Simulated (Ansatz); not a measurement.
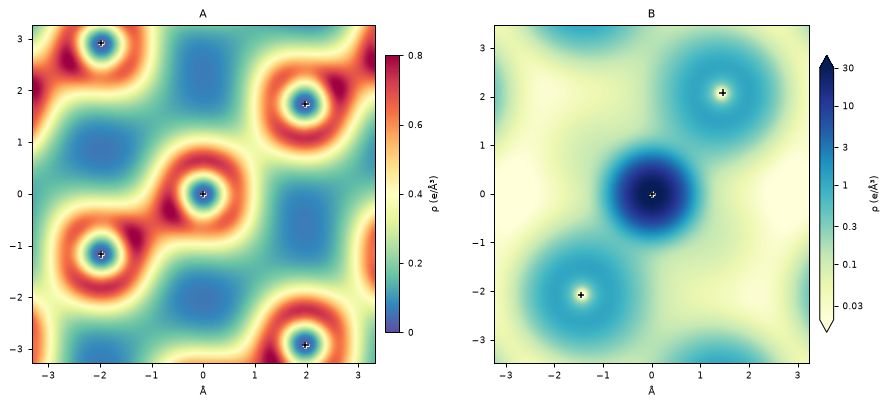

The valence electron density of 2 systems, each on a plane through atoms (crosses mark nuclei in the plane).

Computed with Ansatz 0.2.0, DFT PBE+D3(BJ), scalar-relativistic, plane waves, PAW.

System 1: HfS2, the (110) plane of the conventional cell. Space group P-3m1; a structure from a database of computed crystals, not necessarily the ambient phase.

System 2: P, the (010) plane of the conventional cell. Space group C2/m; a structure from a database of computed crystals, not necessarily the ambient phase; changed on purpose from its base cell (strain -0.0400 x Voigt [1, 0, 0, 0, 0, 0], atoms carried along); computed pressure about 5 GPa in this cell.

Which map belongs to which system?

Answer. Panel A is system 2, P: the plane holds P. P–P (2.30 Å): ρ at the midpoint is about 0.68 e/Å³. Panel B is system 1, HfS2: the plane holds Hf and S. Hf–S (2.54 Å): ρ at the midpoint is about 0.46 e/Å³.
